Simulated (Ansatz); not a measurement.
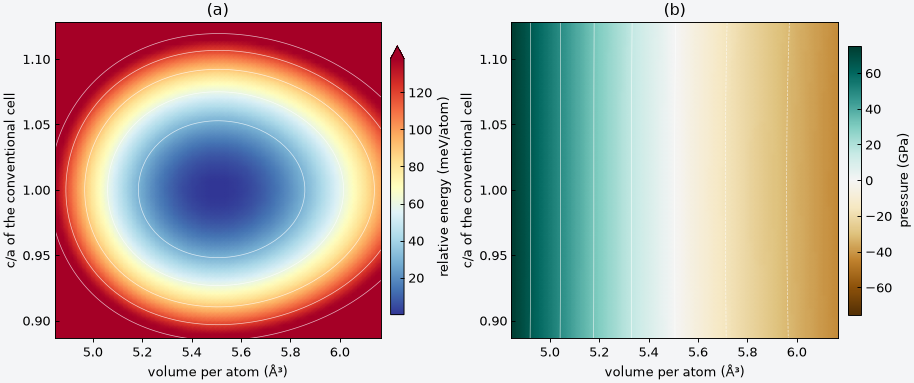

C (Fd-3m, No. 227; 2 atoms in the cell). The energy is mapped over volume and the cell's shape. First axis: volume per atom. Second axis: c/a of the conventional cell. Nothing is relaxed (symmetry fixes all fractional coordinates). Grid: 11 × 11 points. Points are written as (first, second). Energies: meV/atom, counted from the lowest grid point. Theory: DFT LDA, scalar-relativistic, plane waves, PAW (Ansatz 0.2.0). Settings: cutoff 520 eV, k-mesh 12×12×12, gaussian smearing 0.05 eV, no spin polarisation.

Panel (a) is the energy; panel (b) is the computed pressure, in GPa.

In the figure: a smooth colour map with a few white contour lines, one colour for all values above the top of the scale. Between grid points the surface is interpolated.

> How does the pressure vary over the map, and what is it at the lowest grid point?

It runs from −43 GPa at (6.166 Å³, 1.000) to 75 GPa at (4.845 Å³, 1.000). At the lowest grid point, (5.506 Å³, 1.000), it is 0 GPa. The pressure is minus the slope of the energy with volume, so it vanishes at the true minimum, which need not be a grid point.

| c/a of the conventional cell ↓, volume per atom → | 4.845 | 4.977 | 5.109 | 5.241 | 5.373 | 5.506 | 5.638 | 5.770 | 5.902 | 6.034 | 6.166 |
| --- | --- | --- | --- | --- | --- | --- | --- | --- | --- | --- | --- |
| 1.128 | 75 | 57 | 40 | 25 | 12 | 0 | −10 | −20 | −28 | −36 | −42 |
| 1.101 | 75 | 57 | 40 | 25 | 12 | 0 | −10 | −20 | −28 | −36 | −43 |
| 1.075 | 75 | 57 | 40 | 25 | 12 | 0 | −10 | −20 | −28 | −36 | −43 |
| 1.049 | 75 | 57 | 40 | 25 | 12 | 0 | −11 | −20 | −29 | −36 | −43 |
| 1.024 | 75 | 57 | 40 | 25 | 12 | 0 | −11 | −20 | −29 | −36 | −43 |
| 1.000 | 75 | 57 | 40 | 25 | 12 | 0 | −11 | −20 | −29 | −36 | −43 |
| 0.976 | 75 | 57 | 40 | 25 | 12 | 0 | −11 | −20 | −29 | −36 | −43 |
| 0.953 | 75 | 57 | 40 | 25 | 12 | 0 | −11 | −20 | −29 | −36 | −43 |
| 0.930 | 75 | 57 | 40 | 25 | 12 | 0 | −11 | −20 | −28 | −36 | −43 |
| 0.908 | 75 | 56 | 40 | 25 | 12 | 0 | −10 | −20 | −28 | −36 | −43 |
| 0.886 | 75 | 56 | 40 | 25 | 12 | 0 | −10 | −20 | −28 | −36 | −43 |

PAW datasets: the set soft_1.
